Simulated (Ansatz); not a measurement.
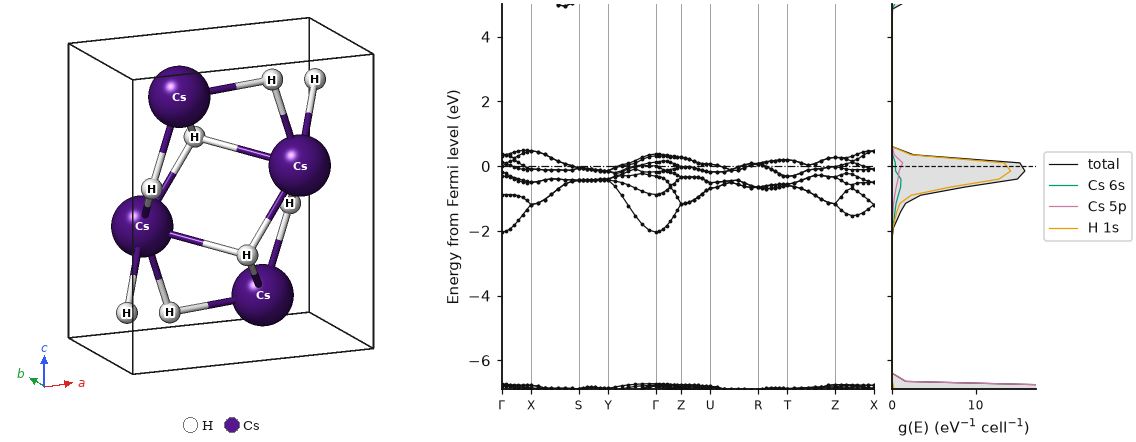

Band structure and density of states, beside the structure. Energies are counted from the Fermi level. The path runs straight from each named point to the next. The partial curves are projected on Löwdin-orthogonalised atomic shells; they sum to less than the total at higher energies, where shells without a projector contribute.

System: CsH₂, space group Pnma, 12 atoms in the cell, a structure borrowed from another compound.

```xyz
12
Lattice="7.2064 0.0000 0.0000 0.0000 4.4223 0.0000 0.0000 0.0000 8.3374" Properties=species:S:1:pos:R:3 pbc="T T T"
H     0.3099    1.1056    1.4507
H     3.2933    3.3167    5.6194
H     3.9131    1.1056    2.7180
H     6.8965    3.3167    6.8867
Cs    1.8758    1.1056    7.4089
Cs    1.7274    3.3167    3.2402
Cs    5.4789    1.1056    5.0973
Cs    5.3306    3.3167    0.9285
H     4.6553    1.1056    7.6162
H     6.1543    3.3167    3.4475
H     1.0521    1.1056    4.8899
H     2.5511    3.3167    0.7212
```

Ansatz 0.2.0; DFT with r2SCAN, PAW plane waves, no spin polarisation, 5×8×4 k mesh.

> Is there a gap at the Fermi level?

A metal: bands cross the Fermi level along this path.

The structure was built from a prototype or by substitution, so it need not be a known phase. The run has no spin polarisation, and a density of states this high at the Fermi level may favour a magnetic state.
